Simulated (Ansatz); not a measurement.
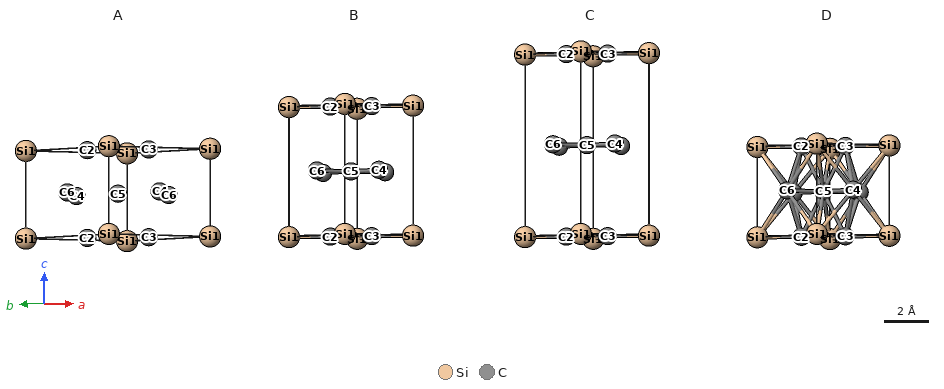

4 geometries from one relaxation of crystalline SiC5 (a generated structure, set up in P6/mmm) (coarse preliminary run), in shuffled order. Style: ball-and-stick. Shown: the cell of the calculation, from a free direction.

The calculation used Ansatz 0.2.0, DFT PBE, scalar-relativistic, plane waves, PAW. Settings: plane-wave cutoff 420 eV; k-point mesh 6 × 6 × 4; occupations gaussian; smearing width 0.1 eV; no spin polarisation; cell and atoms relaxed; force threshold 0.04 eV/Å; at most 70 steps.

> Put them in the order of the run, from the start to the converged end.

A, D, B, C. They are steps 0, 7, 18, 37, at +1724 meV per atom, +578 meV per atom, +54.4 meV per atom relative to the last. Over 32 accepted moves (37 points after the start) the energy falls by 1724 meV per atom. All forces vanish by symmetry, so only the cell relaxes. Pressure: −24.62 GPa at the start and −0.06 GPa at the end. At 5 points the geometry stayed and the basis and grid were re-selected for the new cell (energy shift of 75.3 meV per atom at most each time). No atom moves by more than 0.005 Å relative to the cell. The volume changes by −6.0 %, with a = b 4.959 → 3.334 Å (−32.8 %), c 4.041 → 8.405 Å (+108.0 %). Near-neighbour distances that change, for instance: C2–C3 2.863 → 1.925 Å, Si1–C2 2.863 → 1.925 Å, C4–C5 2.479 → 1.667 Å. New bonds form: C4–C5 (2.48 → 1.67 Å), C4–C6 (2.48 → 1.67 Å), C5–C6 (2.48 → 1.67 Å), Si1–C2 (2.86 → 1.92 Å). The space group stays P6/mmm (No. 191).

Limits of the set-up: the k-point mesh is coarse for a cell with partly filled bands.
